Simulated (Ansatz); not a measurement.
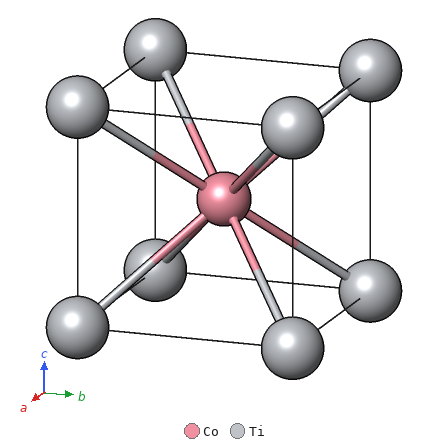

System: TiCo, space group Pm-3m (No. 221). The picture shows the conventional cell.

Structure:
```
CELL_PARAMETERS angstrom
2.98611 0.00000 0.00000
0.00000 2.98611 0.00000
0.00000 0.00000 2.98611
ATOMIC_POSITIONS crystal
Co 0.50000 0.50000 0.50000
Ti 0.00000 0.00000 0.00000
```

Method: all-electron LAPW DFT, collinear spins; energies at scaled volumes of the given cell, shape and fractions fixed, counted from the fit's minimum, third-order Birch-Murnaghan fit (Ansatz 0.2.0). Level: PBEsol, collinear spin.

k mesh 9×9×9; occupations Fermi–Dirac; smearing width 0.05 eV; potentials all electron LAPW, scalar relativistic; program settings basis error eV/atom 0.001.

What does the calculation give for the energy and pressure against volume? The volume takes the values 12.51, 12.78, 13.05, 13.31, 13.58, 13.85, 14.11 Å³/atom.

A third-order Birch–Murnaghan fit gives V0 = 12.68 Å³/atom, B0 = 186 GPa and B′ = 4.7. The energy is 1.28 meV/atom at volume 12.51 Å³/atom and 76.68 meV/atom at 14.11 Å³/atom; the lowest computed point is at volume 12.78 Å³/atom (0.45 meV/atom), in a single well. The pressure falls from 2.52 GPa at volume 12.51 Å³/atom to −15.54 GPa at 14.11 Å³/atom, and changes sign near 12.68 Å³/atom.

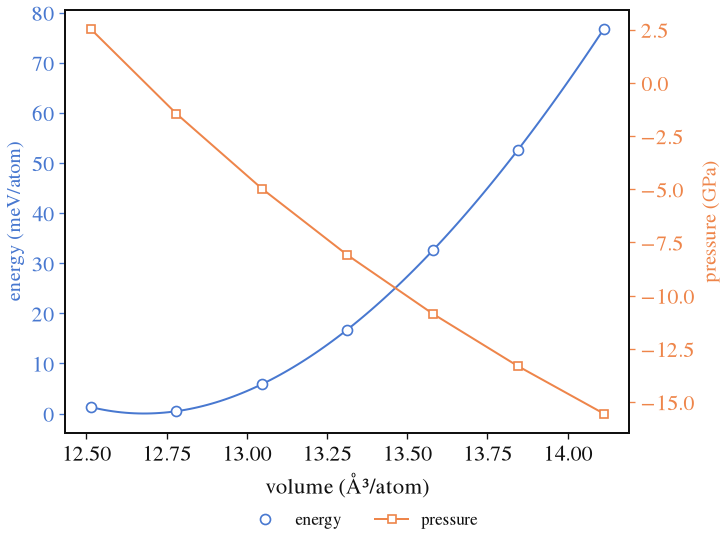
